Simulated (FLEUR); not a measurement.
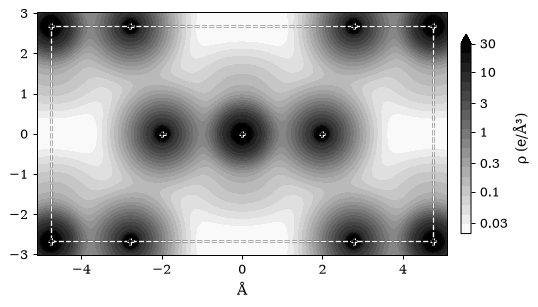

The total electron density on a plane through atoms (crosses mark nuclei in the plane).

Level of theory: FLEUR, Kohn-Sham DFT of a periodic cell, PBEsol, all-electron.

Candidates:
A. TiO2, a = 3.78 Å, b = 3.78 Å, c = 9.51 Å, α = 90.00°, β = 90.00°, γ = 90.00°. Space group I4₁/amd.
B. Ge, a = 5.66 Å, b = 5.66 Å, c = 5.66 Å, α = 90.00°, β = 90.00°, γ = 90.00°. Space group Fd-3m.
C. Ni, a = 4.20 Å, b = 2.46 Å, c = 2.49 Å, α = 90.36°, β = 125.61°, γ = 89.96°. Space group P-1; a structure from a database of computed crystals, not necessarily the ambient phase; changed on purpose from its base cell (cell strained at random at fixed volume); spin-polarised.

Q: Which candidate gave the map?

A: Candidate A: TiO2 on the (110) plane of the conventional cell, which holds Ti and O. Ti–O (1.98 Å): the density is about 0.69 e/Å³ at the midpoint.
